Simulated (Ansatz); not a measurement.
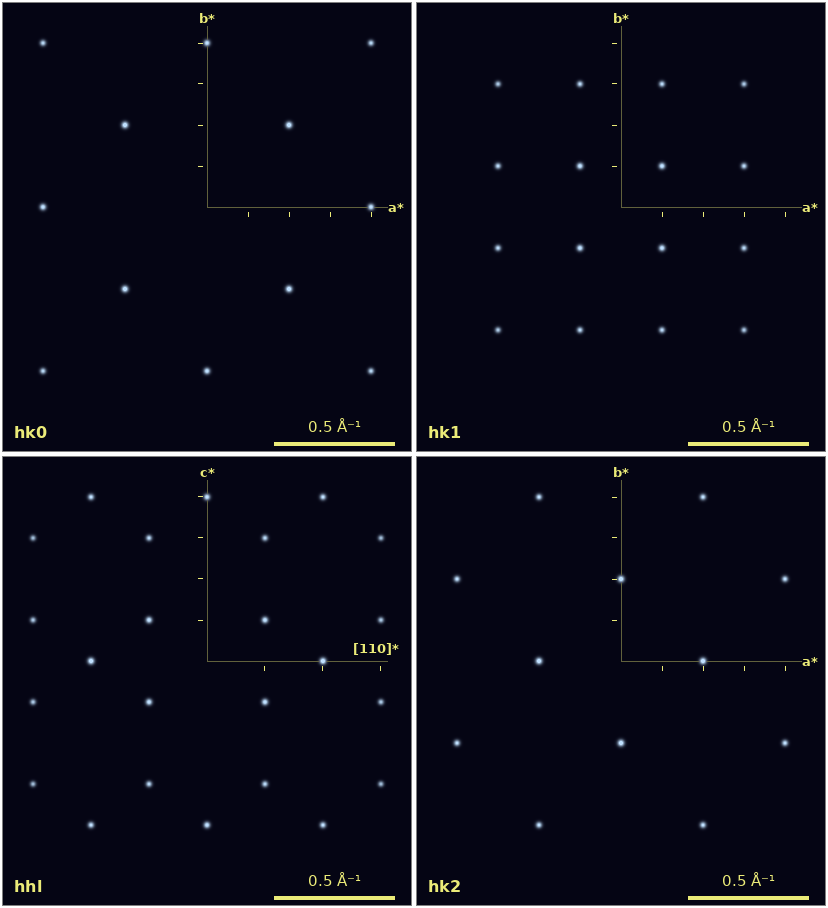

Four undistorted layers of reciprocal space, calculated for a single crystal (X-rays, kinematic |F|², B = 0.5 Å²). Tick marks count the reciprocal lattice steps of the conventional cell along each axis.

The compound is Pd. Structure: the end point of a relaxation with DFT, PBE, plane waves (420 eV) with PAW, scalar-relativistic in Ansatz 0.2.0; the starting structure was generated, so it need not be a known form of this composition.

**Read the reciprocal cell and give the direct cell.**

a* = 0.172, b* = 0.172, c* = 0.172 Å⁻¹; the cell is cubic with a = 5.81 Å.

**Which reflection conditions do the layers show?**

Reflections are present only under these conditions. hkl: h + k = 2n, h + l = 2n; hk0: h = 2n, h + k = 4n; hhl: h + l = 2n; h00: h = 4n. The lattice is face-centred (F). Further gaps, such as 2 2 2, 4 4 2, come from atoms on special positions, not from the group's general conditions.

**Which space groups fit?**

The intensities have Laue symmetry m-3m (the hk0 layer shows 4mm, hk1 shows 4mm). With these conditions only Fd-3m (No. 227) fits.
